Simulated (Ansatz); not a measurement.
# Ti3O4: what the fields show

Input file:

```
crystal:
  lattice:
    - [-2.0500366686, 2.0500366686, 4.0488713059]
    - [2.0500366686, -2.0500366686, 4.0488713059]
    - [2.0500366686, 2.0500366686, -4.0488713059]
  atoms:
    - { symbol: Ti, position: [0.25, 0.75, 0.5] }
    - { symbol: Ti, position: [0.5, 0.5, 0.0] }
    - { symbol: Ti, position: [0.75, 0.25, 0.5] }
    - { symbol: O, position: [0.0043115496, 0.5043115496, 0.5086230992] }
    - { symbol: O, position: [0.2470063144, 0.2470063144, 0.0086230992] }
    - { symbol: O, position: [0.5043115496, 0.0043115496, 0.5086230992] }
    - { symbol: O, position: [0.7616167848, 0.7616167848, 0.0086230992] }
basis:
  ecutwfc: 420
kpoints:
  mp_grid: { grid: [14, 14, 14] }
hamiltonian:
  xc: pbesol
scf:
  occupations: { method: gaussian, width: 0.15 }
output:
  forces: true
  stress: true
  eigenvalues: true
  write_density: true
  write_potential: true
  elf: true
  volumetric_format: npy
```

Run with:

```sh
ansatz run input.yaml --threads 2 --pin off --max-ram 5120MiB --backend cpu --events-out ev --progress --plain --runs-dir out
```

Below, planes, directions and counts refer to the conventional cell (a = 5.80 Å, b = 8.10 Å, c = 5.80 Å, α = 90.00°, β = 90.00°, γ = 90.00°).

Space group Fmm2; a structure from a database of computed crystals, not necessarily the ambient phase; changed on purpose from its base cell (all O atoms moved +0.025 Å, as atom 4 along Cartesian [1 1 0]); not relaxed (largest force 0.3 eV/Å); computed without spin polarisation.

All numbers below come from Ansatz, DFT PBEsol, scalar-relativistic, plane waves, PAW.

The density is the valence pseudo-density of a PAW calculation; it isn't the true density close to the nuclei.

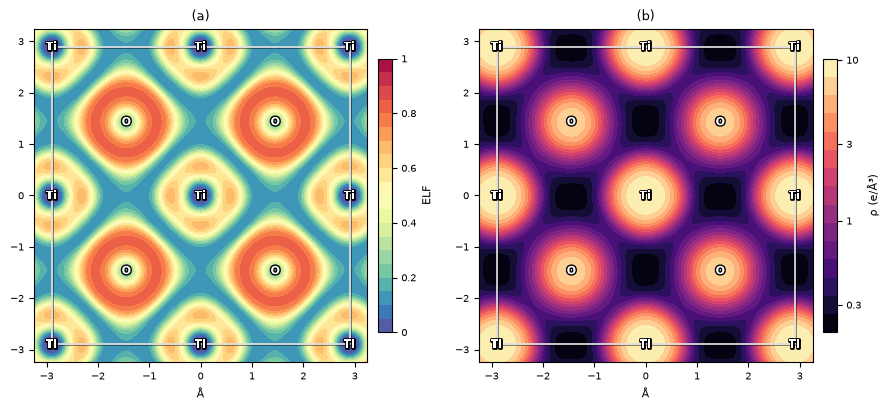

Figure 1. (a) electron localisation function; (b) valence pseudo-density on the (010) plane of the conventional cell.

Q: Interpret the plot.

A: The section cuts through Ti and O sites.
Ti–O (2.03 Å): ρ is about 0.55 e/Å³ halfway; the ELF peaks at about 0.80 in the valence shell of O, 0.6 Å from its nucleus, and is about 0.15 at the midpoint (no shared electron pair shows on this line).
Ti–Ti (2.90 Å): the density is about 0.21 e/Å³ at the midpoint; the ELF is about 0.15 at the midpoint; no localised pair shows between them.
Ti–O (2.07 Å): ρ is about 0.5 e/Å³ halfway; the ELF peaks at about 0.80 in the valence shell of O, 0.6 Å from its nucleus, and is about 0.15 at the midpoint: no shared electron pair shows on this line.
Between the atoms the lowest density in this plane is 0.2 e/Å³.
The features right at Ti lie inside the PAW spheres, where the map follows smoothed inner orbitals and isn't to be read closely.

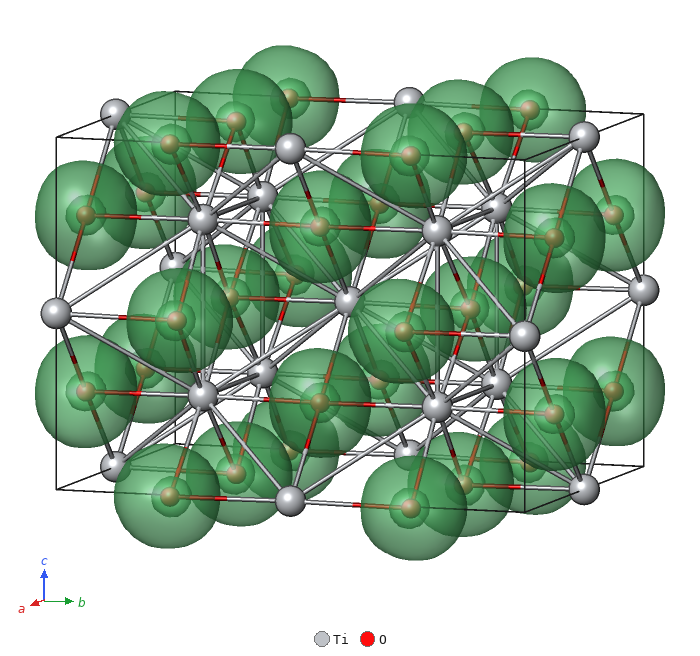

Figure 2. Isosurface of the ELF at 0.65 (green), seen slightly off an axis. Core shells and regions of very low density are left out. Sticks mark near contacts.

Q: Where are the electrons localised?

A: The surface consists of 16 regions wrapped around O (the valence shell of each), counted in one cell of 28 atoms. Any copies at cell faces, edges or corners count once. Along the contacts the grid gives the following. Ti–O (2.02 Å): the ELF peaks at about 0.80 in the valence shell of O, 0.6 Å from its nucleus, and is about 0.15 at the midpoint: no shared electron pair shows on this line. Ti–Ti (2.88 Å): the ELF is about 0.15 at the midpoint (no localised pair shows between them).

Q: Does the calculation make it a metal, or give it a gap?

A: It is metallic or semimetallic at this level of theory: no gap opens; semilocal functionals without U, or without the true magnetic order, often close the gap of such compounds.
